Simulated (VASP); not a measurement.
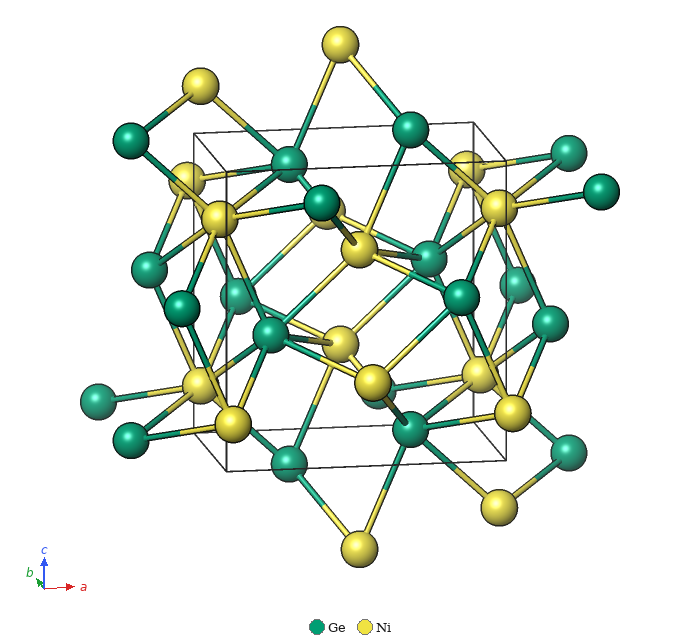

NiGe (space group Pnma, No. 62). Coordinates: an entry of the Crystallography Open Database, as set up for an electronic-structure calculation.

Bonds are taken as Ge–Ni below 2.8 Å. Simplification: prune 0- and 1-connected atoms, fold 2-connected ones into links.

**What kind of net remains, and which atoms are its nodes?**

A binodal (6,6)-connected, three-periodic net: Ge is a 6-connected node; Ni is a 6-connected node, in the ratio 1:1.

**Which named net is it?**

It is the nia net, known from NiAs.

**Is the net interpenetrated?**

It is a single net, without interpenetration.

**Give the first six terms of the coordination sequence (nodes one, two, three … edges away).**

Ge: 6, 18, 42, 74, 114, 162; Ni: 6, 20, 42, 74, 114, 164.

The simplified net, drawn on the atoms' positions. Nodes are coloured by element. Short stubs are edges that leave the cut-out.

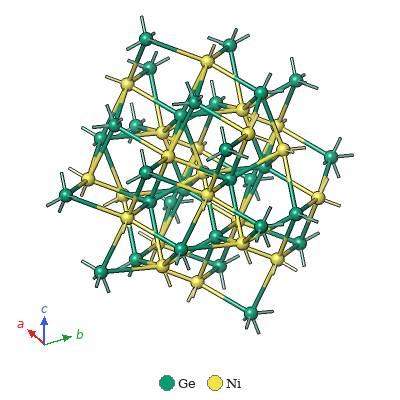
